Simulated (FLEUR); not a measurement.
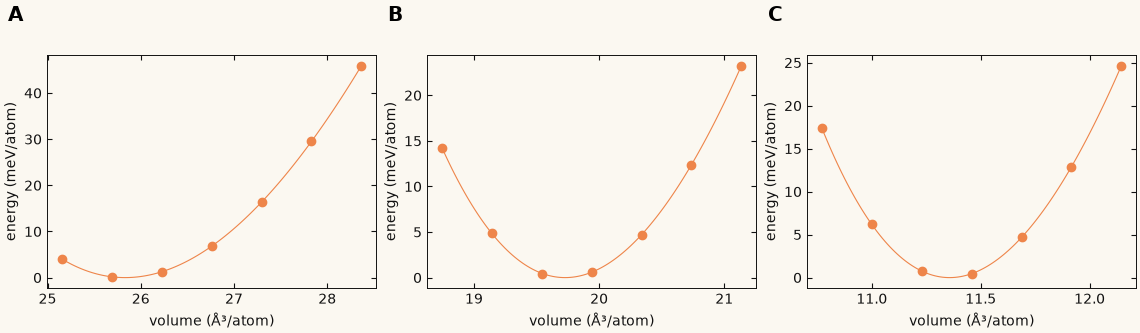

Each panel shows the energy against volume for one of these solids: Cu, I4/mmm (No. 139); PbO, P4/nmm (No. 129); TiTe₂, P-3m1 (No. 164).

Calculation (FLEUR MaX-R8.1 (later development tree)): all-electron LAPW DFT, no spin polarisation; energies at scaled volumes of the given cell, shape and fractions fixed, counted from the fit's minimum, third-order Birch-Murnaghan fit. Level: PBEsol.

### Which panel belongs to which solid?

A is TiTe₂ (energy from 0.18 meV/atom to 45.88 meV/atom, V0 25.83 Å³/atom, B0 69.5 GPa); B is PbO (energy from 0.38 meV/atom to 23.23 meV/atom, V0 19.73 Å³/atom, B0 84.4 GPa); C is Cu (energy from 0.42 meV/atom to 24.62 meV/atom, V0 11.36 Å³/atom, B0 165 GPa).

For Cu, limits of the calculation: shape and atomic fractions are frozen while scaling, which makes layered, chain and framework solids too stiff.

For PbO, limits of the calculation: spin-orbit coupling left out, heavy elements; shape and atomic fractions are frozen while scaling, which makes layered, chain and framework solids too stiff.

For TiTe₂, limits of the calculation: shape and atomic fractions are frozen while scaling, which makes layered, chain and framework solids too stiff.
